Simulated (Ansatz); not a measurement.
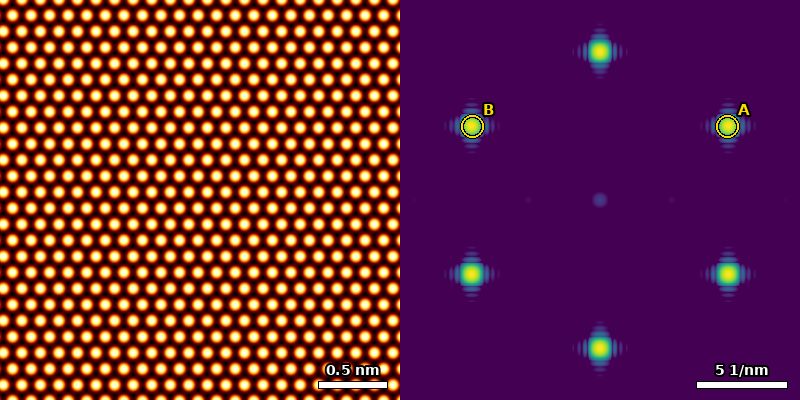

Z-contrast image of Co (Fm-3m, No. 225) along [111]. Simulation: incoherent imaging, intensity Z^1.7 per atom, probe width 0.74 Å, thin sample. The probe carries 25 % of its weight in a tail 2.5 times as wide. The display is stretched by a gamma of 0.8; percentages refer to the linear signal. Structure used: the geometry relaxed with DFT, PBEsol, plane waves (420 eV) with PAW, scalar-relativistic (Ansatz 0.2.0); the starting structure was generated, so it need not be a known form of this composition.

The right panel is the modulus of the image's Fourier transform on a logarithmic scale.

a = 3.409 Å, b = 3.409 Å, c = 3.409 Å, α = 90.00°, β = 90.00°, γ = 90.00°

Index the marked spots and give their plane spacings (the zone axis points at the viewer; indices equivalent by symmetry, or all signs reversed, are as good).

A: (0 2 -2), d = 1.21 Å; B: (-2 0 2), d = 1.21 Å. A and B enclose 120°, and every spot obeys the zone law hu + kv + lw = 0 for [111].
